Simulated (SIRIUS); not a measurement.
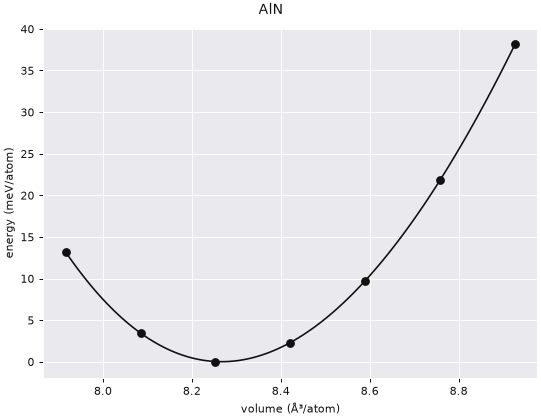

The plot gives the computed energy against volume for AlN, space group Fm-3m (No. 225).

Starting cell:
```
Al N
1.0
     0.00000    2.03452    2.03452
     2.03452    0.00000    2.03452
     2.03452    2.03452    0.00000
Al N
1 1
Direct
  0.50000 0.50000 0.50000
  0.00000 0.00000 0.00000
```

Calculation (SIRIUS 7.10.0): plane-wave DFT, no spin polarisation; energies at scaled volumes of the given cell, shape and fractions fixed, counted from the fit's minimum, third-order Birch-Murnaghan fit. Level: PBEsol.

```
       setting                          value
        k mesh                       11×11×11
   occupations                    Fermi–Dirac
smearing width                        0.05 eV
    potentials  dojo sr pbesol 0.4.1 standard
   wave cutoff                        1152 eV
density cutoff                        4606 eV
```

This calculation gives: equilibrium volume 8.27 Å³/atom and bulk modulus 264 GPa.

Now Al is replaced by Ta on all its sites, which gives TaN in the same structure. The second calculation uses k mesh 10×10×10. How do these quantities change?

The equilibrium volume rises from 8.27 to 10.46 Å³/atom (+26 %) and the bulk modulus rises from 264 to 355 GPa (+34 %).

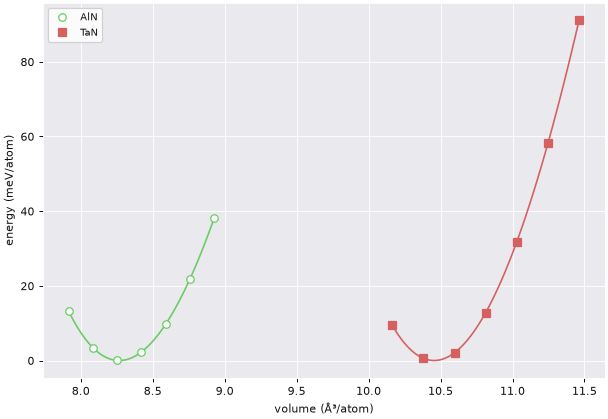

The two results together.

V0 and the bulk modulus come from third-order Birch–Murnaghan fits.
